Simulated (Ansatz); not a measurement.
Al2Ru: single-point calculation

- system: Al2Ru (6 atoms in the cell)
- method: DFT PBEsol, scalar-relativistic, plane waves, PAW, no spin polarisation (Ansatz 0.2.0)

The structure derives from a Materials Project entry. Figures and captions count atoms from 1; the log counts them from 0 in places.

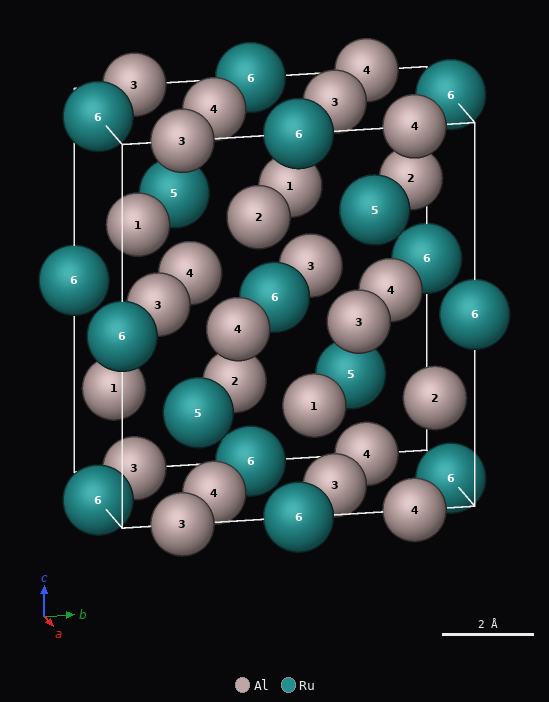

*The structure as given in the input (spheres-only view of the cell 4 times as large as that of the calculation, set on its symmetry axes, seen slightly off an axis; atoms are numbered from 1 in the order of the input). An atom can appear more than once, as a periodic image.*

## Input
```yaml
crystal:
  lattice:
    - [0.0, 3.9898374997, 4.3915250777]
    - [2.3524746913, 0.0, 4.3915250777]
    - [2.3524746913, 3.9898374997, 0.0]
  atoms:
    - { symbol: Al, position: [0.07906103, 0.42093897, 0.07906103] }
    - { symbol: Al, position: [0.42093897, 0.07906103, 0.42093897] }
    - { symbol: Al, position: [0.17093897, 0.82906103, 0.17093897] }
    - { symbol: Al, position: [0.82906103, 0.17093897, 0.82906103] }
    - { symbol: Ru, position: [0.75, 0.75, 0.75] }
    - { symbol: Ru, position: [0.5, 0.5, 0.5] }
basis:
  ecutwfc: 420
kpoints:
  mp_grid: { grid: [10, 10, 10] }
hamiltonian:
  xc: pbesol
scf:
  occupations: { method: gaussian, width: 0.01 }
output:
  forces: true
  stress: true
  eigenvalues: true
  populations: true
  write_density: true
  write_potential: true
  elf: true
  volumetric_format: npy
```

Hardware: 1 thread of Intel Xeon @ 2.50GHz (Skylake/Cascade Lake), 189 GiB of memory available, shared host.

Launched with:
```bash
ansatz run input.yaml --threads 1 --pin off --max-ram 2560MiB --backend cpu --events-out ev --progress --plain --runs-dir out
```

## Output
```
Engine: ansatz 0.2.0, x86_64-unknown-linux-gnu
Pseudopotentials: kind: paw
Pseudopotential: Al, paw, valence charge 3, recommended cutoff 420 eV (normal), Al.paw.azcp
Pseudopotential: Ru, paw, valence charge 16, recommended cutoff 420 eV (normal), Ru.paw.azcp
Functional definition: PBEsol
  exchange = pbesol_x
  correlation = pbesol_c
Crystal: 6 atoms, lattice volume = 82.438 Å³
Basis set: ecut = 420 eV, 1625 PW (Γ), exchange–correlation on 80×72×64 points (8 copies of the dense FFT grid, shifted against one another)
Bands: 28, of which v1, the nominal top of the filled ones, is band 22 counted from 1 (21 counted from 0)
Symmetry: 8 space group operations
Space group: Fddd (ITA 70), of the structure as read, at distance tolerance 4.4e-5 Å
k-points: 171 of 1000
Non-local potential: Al, projectors of the file, l = 0: 2, l = 1: 2, l = 2: 1
Non-local potential: Ru, projectors of the file, l = 0: 3, l = 1: 2, l = 2: 2, l = 3: 1
PAW form: soft (Blöchl's): semilocal exchange-correlation on the pseudo side does not see the compensation charge
PAW frozen core: Al, regenerated for the run's functional, and the local potential with it (the file was generated under x = pbe(κ = 0.804, μ = 0.2195149727645171), c = pbe(β = 0.06672455060314922))
PAW frozen core: Ru, regenerated for the run's functional, and the local potential with it (the file was generated under x = pbe(κ = 0.804, μ = 0.2195149727645171), c = pbe(β = 0.06672455060314922))
PAW one-centre angular grid: Al, 110 points (default); XC on 64 Gauss nodes
PAW one-centre angular grid: Ru, 590 points (default); XC on 64 Gauss nodes
Initial density: superposition of atomic densities (neutral atoms: chi_scale 0, normalization atom), corrected by the library's trained network
Initial wavefunctions: pseudopotential atomic-orbital guess
Functional: x = pbesol(κ = 0.804, μ = 0.12345679012345678), c = pbesol(β = 0.046)
SCF iter   1: F=—  HF=-13735.326425 eV  |F-HF|=—  |Δ(HF+E_count)|=         —  Δρ=6.57e-3  dr2=3.87e-2  ethr=1.77e-3  ⟨swp⟩=7.2  Hψ=22820  notcnv=0
preconditioner: auto → none  [insulator: Δε(μ)=0.159 eV  Ē_g=6.529 eV  σ=0.010 eV  W_gap=1.00  n_scr=16 (ndim 8)  ℏωp=21.6 eV  f_vac=0.000  D(μ)=0.00/eV (n_scr^D=0)  ε∞_Penn≈12.0]
SCF iter   2: F=—  HF=-13735.319922 eV  |F-HF|=—  |Δ(HF+E_count)|=   6.50e-3  Δρ=1.90e-3  dr2=1.40e-3  ethr=8.79e-5  ⟨swp⟩=3.0  Hψ=9223  notcnv=0  defer=250
SCF iter   3: F=—  HF=-13735.319836 eV  |F-HF|=—  |Δ(HF+E_count)|=   8.61e-5  Δρ=6.06e-4  dr2=9.00e-5  ethr=3.19e-6  ⟨swp⟩=2.3  Hψ=7732  notcnv=0  defer=250
SCF iter   4: F=—  HF=-13735.319826 eV  |F-HF|=—  |Δ(HF+E_count)|=   9.80e-6  Δρ=3.41e-5  dr2=8.40e-7  ethr=2.05e-7  ⟨swp⟩=1.3  Hψ=4623  notcnv=0  defer=250
iter 5 did not close the SCF: its close was put off for the readings that it lacked (scf_convergence_deferred on its scf_iter line)
SCF iter   5: F=-13735.319826 eV  HF=-13735.319826 eV  |F-HF|=1.31e-9  |Δ(HF+E_count)|=   2.36e-7  Δρ=1.04e-5  dr2=3.40e-8  ethr=1.91e-9  ⟨swp⟩=2.0  Hψ=8196  notcnv=0  defer=250
SCF iter   6: F=-13735.319826 eV  HF=-13735.319826 eV  |F-HF|=6.18e-11  |Δ(HF+E_count)|=   6.18e-9  Δρ=1.55e-6  dr2=6.96e-10  ethr=7.73e-11  ⟨swp⟩=8.6  Hψ=28511  notcnv=0
SCF 1 converged in 6 iterations: F = -13735.319826 eV  dr2 = 6.96e-10
  greatest PAW one-centre occupation: 0.999 electrons in one spin orbital (limit 2), on the Ru atom at site 5 (counted from 0), in its partial waves of l = 0
SCF converged after 6 iterations
Free energy (F): -13735.319826 eV
Harris-Foulkes:  -13735.319826 eV  (|F-HF|=6.18e-11)
Internal energy: -13735.319826 eV  (E = F + TS)
E sigma→0 (E₀):  -13735.319826 eV
Fermi energy:    14.122244 eV
--- Per-component energies (eV) ---
  E_band       = -290.505399
  E_kinetic    = 1133.433783
  E_local      = -4206.612822  (includes V_loc(G=0)·N_el)
  E_nonlocal   = 732.894477
  E_hartree    = 1556.383566
  E_xc         = -542.023565
  E_vxc        = -601.047224  (∫ρ·V_xc dr)
  E_paw        = -8620.070193  (= ΣΔE_a)
  E_vpaw       = -461.940270  (= ΣTr[D̂ρ^β])
  E_aug_tail   = -0.000401  (compensation charges beyond the density's cutoff)
  E_ewald      = -3789.907819
  E_core_change = 0.583148  (= ΣΔE_core)
  E_smearing   = -0.000000  (= −TS)
  E_closure    = -0.000000  (closes the sum)
  Σ components = -13735.319826   (vs F -13735.319826, Δ=0.00e0)
--- Forces (eV/Å), atoms counted from 1 ---
  atom   1  Al     0.00000000    -0.01498301     0.00000000
  atom   2  Al     0.00000000     0.01498301     0.00000000
  atom   3  Al     0.00000000     0.01498301     0.00000000
  atom   4  Al     0.00000000    -0.01498301     0.00000000
  atom   5  Ru     0.00000000     0.00000000     0.00000000
  atom   6  Ru     0.00000000     0.00000000     0.00000000
  max |Σ_I F_I| component: 6.94e-18 eV/Å
--- Stress (GPa, compression-positive) ---
       -0.523769       0.000000       0.000000
        0.000000      -0.361443       0.000000
        0.000000       0.000000      -0.698229
  P = ⅓ Tr σ = -0.5278 GPa (-5.278 kbar)
--- Band table (eV; the first three rows and the last of 171) ---
  k-point 0: bands = ["-58.4138", "-58.4011", "-28.5735", "-28.4894", "-28.4874", "-28.4382", "-28.4267", "-28.4217", "3.0375", "7.8520", "9.4152", "9.4623", "9.9500", "10.4286", "10.6242", "10.6542", "10.7997", "11.1254", "12.0760", "12.8364", "12.8626", "14.0821", "15.7526", "16.3687", "16.4312", "16.6756", "16.8593", "17.5015"]
  k-point 1: bands = ["-58.4135", "-58.4013", "-28.5725", "-28.4962", "-28.4818", "-28.4386", "-28.4268", "-28.4217", "3.1558", "7.8558", "9.0411", "9.4822", "9.6910", "10.6098", "10.6603", "10.8234", "10.9891", "11.1846", "11.9893", "12.7643", "12.8691", "13.5792", "15.6496", "15.8338", "16.3621", "16.5951", "16.8539", "17.7895"]
  k-point 2: bands = ["-58.4129", "-58.4020", "-28.5696", "-28.5043", "-28.4769", "-28.4392", "-28.4272", "-28.4214", "3.5057", "7.8186", "8.4356", "9.2335", "9.6863", "10.5142", "10.6154", "10.9973", "11.1791", "11.6788", "11.9219", "12.5110", "12.7235", "12.9401", "14.9711", "15.7042", "16.2214", "16.3229", "17.3574", "18.0704"]
  k-point 170: bands = ["-58.4074", "-58.4074", "-28.5319", "-28.5319", "-28.4719", "-28.4719", "-28.4163", "-28.4163", "4.9660", "4.9660", "8.8993", "8.8993", "10.3393", "10.3393", "10.5881", "10.5881", "11.7459", "11.7459", "12.4936", "12.4936", "12.7349", "12.7349", "16.3325", "16.3325", "16.5506", "16.5506", "17.7101", "17.7101"]
--- Löwdin populations: 6 sites ---
  site symbol       q [e]
     0     Al      2.9327
     1     Al      2.9327
     2     Al      2.9327
     3     Al      2.9327
     4     Ru     16.0046
     5     Ru     16.0046
  spilling = 0.005908 (of n_electrons = 44.000000)
```

## File populations.tsv
```
# site	symbol	l	j	q
# orbitals = lowdin
# n_electrons = 44.000000
# spilling = 0.005908
0	Al	0_3S	-	0.773246
0	Al	1_3P	-	2.159478
1	Al	0_3S	-	0.773246
1	Al	1_3P	-	2.159478
2	Al	0_3S	-	0.773246
2	Al	1_3P	-	2.159478
3	Al	0_3S	-	0.773246
3	Al	1_3P	-	2.159478
4	Ru	0_4S	-	1.914713
4	Ru	0_5S	-	0.443385
4	Ru	1_4P	-	5.984307
4	Ru	2_4D	-	7.662174
5	Ru	0_4S	-	1.914713
5	Ru	0_5S	-	0.443385
5	Ru	1_4P	-	5.984307
5	Ru	2_4D	-	7.662174
```

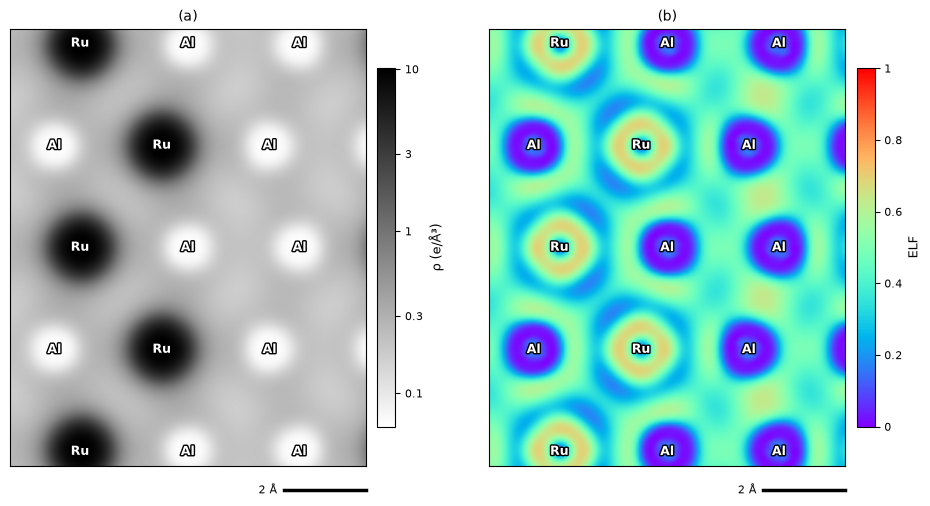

*(a) valence pseudo-density; (b) electron localisation function on the (101) plane of the conventional cell.*

Al–Ru (2.57 Å): the density is about 0.38 e/Å³ at the midpoint; the ELF is about 0.40 at the midpoint. Al–Al (2.60 Å): the density is about 0.25 e/Å³ at the midpoint; the ELF peaks at about 0.65 between the atoms. Al–Ru (2.63 Å): the density is about 0.35 e/Å³ at the midpoint; the ELF is about 0.40 at the midpoint. Al–Al (2.73 Å): ρ is about 0.2 e/Å³ halfway; the ELF is about 0.50 at the midpoint. Away from the nuclei the density in this plane falls to 0.17 e/Å³ at its lowest. The strong features right at Ru lie inside the PAW spheres (semicore, d or f shells) and say nothing about bonding. The fields are those of the smooth PAW valence density.

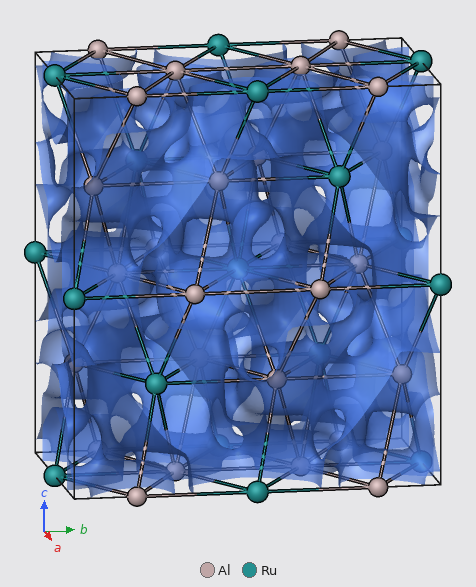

*Isosurface of the ELF at 0.45 (blue), seen slightly off an axis. Core shells and regions of very low density are left out. Sticks mark near contacts. The outline is the cell set on symmetry axes.*

Values along the shortest contacts: Al–Ru (2.57 Å): the ELF is about 0.40 at the midpoint. Al–Al (2.60 Å): the ELF peaks at about 0.65 between the atoms.

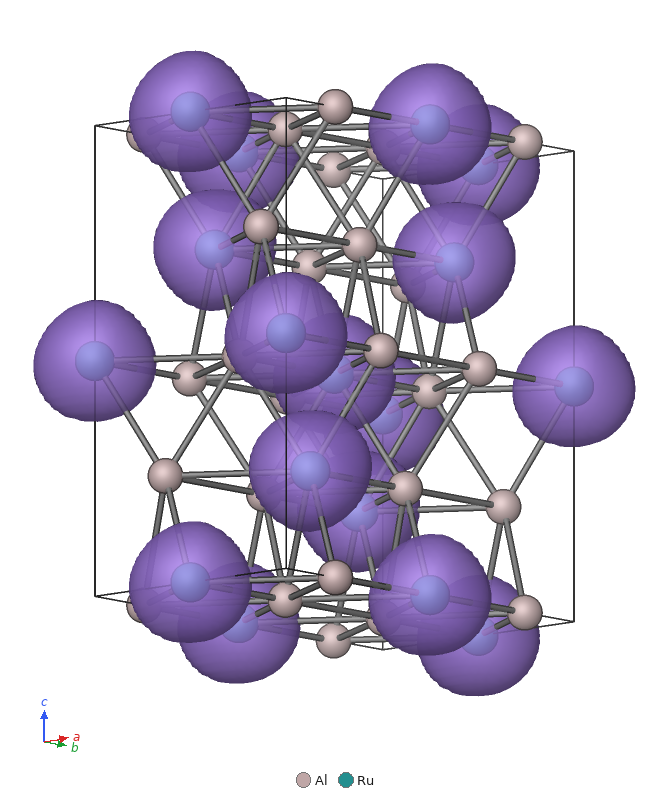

*Isosurface of the valence charge density (pseudo) at 0.5 e/Å³ (purple), seen at an oblique angle. Sticks mark near contacts. The outline is the cell set on symmetry axes.*

At this value the density breaks into separate islands; it holds about 60 % of the electrons treated as valence (semicore included). It is pinched off along the Al–Ru (2.57 Å), Al–Al (2.60 Å), Al–Ru (2.63 Å) and Al–Al (2.67 Å) contacts. On the grid the lowest density along these lines, outside the cores, is 0.29 e/Å³ (Al–Ru, 2.57 Å), 0.24 e/Å³ (Al–Al, 2.60 Å), 0.27 e/Å³ (Al–Ru, 2.63 Å) and 0.22 e/Å³ (Al–Al, 2.67 Å).

## Key numbers

```json
{"quantity": "outcome", "value": "converged"}
{"quantity": "space group (tolerance 0.01 Å)", "value": "Fddd (70)"}
{"quantity": "electrons treated", "value": "44"}
{"quantity": "free energy", "value": "−13735.3198 eV"}
{"quantity": "Fermi energy", "value": "14.122 eV"}
{"quantity": "gap on the k-point mesh", "value": "0.08 eV"}
{"quantity": "pressure", "value": "−0.53 GPa"}
{"quantity": "largest force (length of the vector)", "value": "0.015 eV/Å"}
{"quantity": "wall time", "value": "51 s"}
{"quantity": "peak memory", "value": "0.57 GiB"}
```
